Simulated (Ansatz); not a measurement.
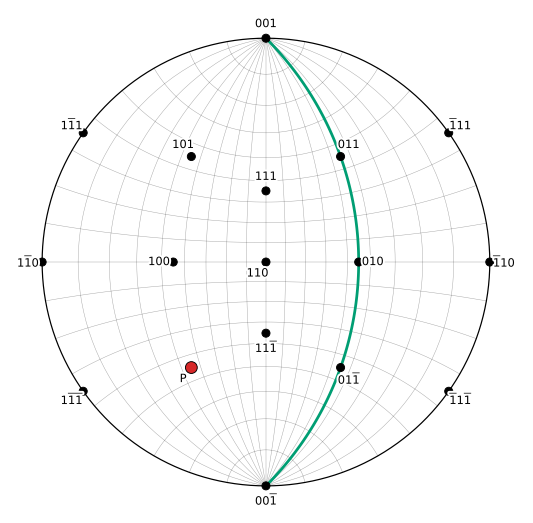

Crystal: NbN, a calculation's input that goes back to an entry of the Crystallography Open Database (an earlier step may have relaxed or displaced it). Stereographic projection of plane normals (upper hemisphere) centred on (1 1 0). The drawing is computed from the coordinates (standard cell, symmetry found to 0.002 Å).

a = 4.389 Å, b = 4.389 Å, c = 4.389 Å, α = 90.00°, β = 90.00°, γ = 90.00°.

**Index the pole marked P.**

P is (1 0 −1), 60.0° from the centre.

**Which zone does the coloured great circle trace?**

The zone [1 0 0]: its poles satisfy h = 0.

**What is the angle between the normals of (0 1 −1) and (0 0 1), and what are their d_hkl = 1/|g|?**

135.0°; d = 3.103 Å and 4.389 Å.
